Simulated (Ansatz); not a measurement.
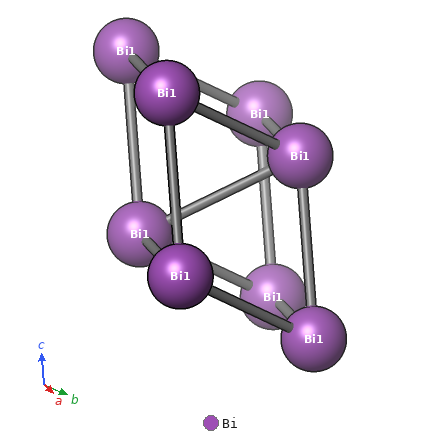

The system is Bi (Im-3m, No. 229; 1 atom in the cell); the picture shows the reference structure. The energy is mapped over two homogeneous strains (x, y and z along the cube axes). The first coordinate is: strain +e along x and -e along y; the second: strain +e along z and -e/2 along x and y. Nothing is relaxed (symmetry fixes all fractional coordinates). Grid: 7 × 7 points; 28 points were computed and 21 follow by symmetry. Points are written as (first, second). Energies are in meV/atom, from the lowest grid point. Theory: DFT PBEsol+D3(BJ), scalar-relativistic, plane waves, PAW (Ansatz 0.2.0). Settings: cutoff 420 eV, k-mesh 16×16×16, gaussian smearing 0.15 eV, no spin polarisation.

Its coordinates:

```yaml
crystal:
  lattice:
    - [-1.92387, 1.92387, 1.92387]
    - [1.92387, -1.92387, 1.92387]
    - [1.92387, 1.92387, -1.92387]
  atoms:
    - { symbol: Bi, position: [0.00000, 0.00000, 0.00000] }
```

The input of one point:

```yaml
crystal:
  lattice:
    - [-1.9238684612, 1.9238684612, 1.9238684612]
    - [1.9238684612, -1.9238684612, 1.9238684612]
    - [1.9238684612, 1.9238684612, -1.9238684612]
  atoms:
    - { symbol: Bi, position: [0.0, 0.0, 0.0] }
basis:
  ecutwfc: 420
kpoints:
  mp_grid: { grid: [16, 16, 16] }
hamiltonian:
  xc: pbesol
  pseudopotentials: { kind: paw }
  dispersion: d3bj
scf:
  occupations: { method: gaussian, width: 0.15 }
output:
  forces: true
  stress: true
  eigenvalues: true
```

Range: strain +e along x and -e along y from −15 to 15 %; strain +e along z and -e/2 along x and y from −7.00 to 7.00 %.

Q: Predict the map.

A: The lowest grid point is at (0 %, 0.00 %). It is the only kind of minimum in the scanned range. The highest grid point, (−15 %, 7.00 %), lies 93.5 meV/atom above the lowest. Round the minimum the two coordinates are nearly uncoupled.

| second ↓, first → | −15 | −10 | −5 | 0 | 5 | 10 | 15 |
| --- | --- | --- | --- | --- | --- | --- | --- |
| 7.00 | 93.5 | 31.2 | 17.6 | 13.7 | 17.6 | 31.2 | 93.5 |
| 4.67 | 73.1 | 25.9 | 13.5 | 6.0 | 13.5 | 25.9 | 73.1 |
| 2.33 | 59.4 | 24.7 | 11.3 | 1.6 | 11.3 | 24.7 | 59.4 |
| 0.00 | 51.3 | 25.8 | 10.2 | 0.0 | 10.2 | 25.8 | 51.3 |
| −2.33 | 48.7 | 28.1 | 11.0 | 1.9 | 11.0 | 28.1 | 48.7 |
| −4.67 | 50.9 | 33.0 | 15.3 | 7.3 | 15.3 | 33.0 | 50.9 |
| −7.00 | 55.8 | 38.0 | 19.9 | 12.6 | 19.9 | 38.0 | 55.8 |

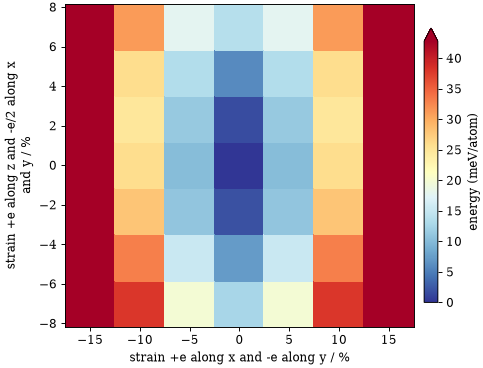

In the figure: one coloured cell a grid point, one colour for all values above the top of the scale.

Each point was launched as `ansatz run input.yaml --threads 1 --pin off --max-ram 2048MiB --backend cpu --events-out ev --progress --plain --runs-dir out`. Time for the 28 points that were run: 7.4 min on 1 thread of Arm Neoverse N1, with other jobs on the host.
